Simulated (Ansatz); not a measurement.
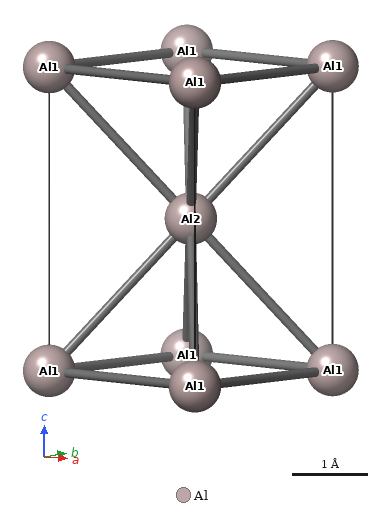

This is the input geometry for a relaxation of a crystal of Al (set up in I4/mmm). A ball-and-stick model of the reduced cell, seen from a free direction. Lengths and directions refer to the drawn axes.

Case: film's bulk on the substrate's plane, third vector and atoms relaxed.

These are results of DFT LDA, scalar-relativistic, plane waves, PAW (Ansatz), not measurements.

Input file:
```yaml
crystal:
  lattice:
    - [4.1210459609, 0.0, 0.0]
    - [0.0, 4.1210459609, 0.0]
    - [-2.0605229805, 0.0, 1.9123645735]
  atoms:
    - { symbol: Al, position: [0.0, 0.0, 0.0] }
    - { symbol: Al, position: [0.5, 0.5, 0.0] }
basis:
  ecutwfc: 420
kpoints:
  mp_grid: { grid: [9, 9, 18] }
hamiltonian:
  xc: lda
scf:
  occupations: { method: gaussian, width: 0.1 }
output:
  forces: true
  stress: true
  eigenvalues: true
relax:
  adjacent_minimum: "off"
  f_tol: 0.01
  max_steps: 50
  cell: { fix: [a, b, gamma], stress_tol: 0.1 }
```

Run as
```bash
ansatz run input.yaml --threads 4 --pin off --max-ram 8192MiB --backend cpu --events-out ev --progress --plain --runs-dir out
```

Predict the outcome.

Answer. The energy falls by 0.2 meV per atom in 2 accepted moves (3 points after the start). All forces vanish by symmetry, so only the cell relaxes. Pressure: −1.75 GPa at the start and −2.12 GPa at the end. At 1 point the geometry stayed and the basis and grid were re-selected for the new cell (energy shift of less than 0.05 meV per atom at most each time). No atom moves by more than 0.005 Å relative to the cell. The volume changes by +0.4 %, with a = b 2.811 → 2.817 Å (+0.2 %), c unchanged at 4.121 Å, γ 94.3° → 94.0°. Near-neighbour distances that change, for instance: Al1–Al1 2.811 → 2.817 Å. The space group stays I4/mmm (No. 139).

Step by step:

| step | E − E(0), meV/atom | pressure, GPa | volume, Å³/atom | note |
| --- | --- | --- | --- | --- |
| 0 | 0.00 | -1.75 | 16.239 |  |
| 1 | -0.13 | -2.20 | 16.326 |  |
| 2 | -0.14 | -2.13 | 16.311 |  |
| 3 | -0.18 | -2.12 | 16.311 | same geometry, new basis |
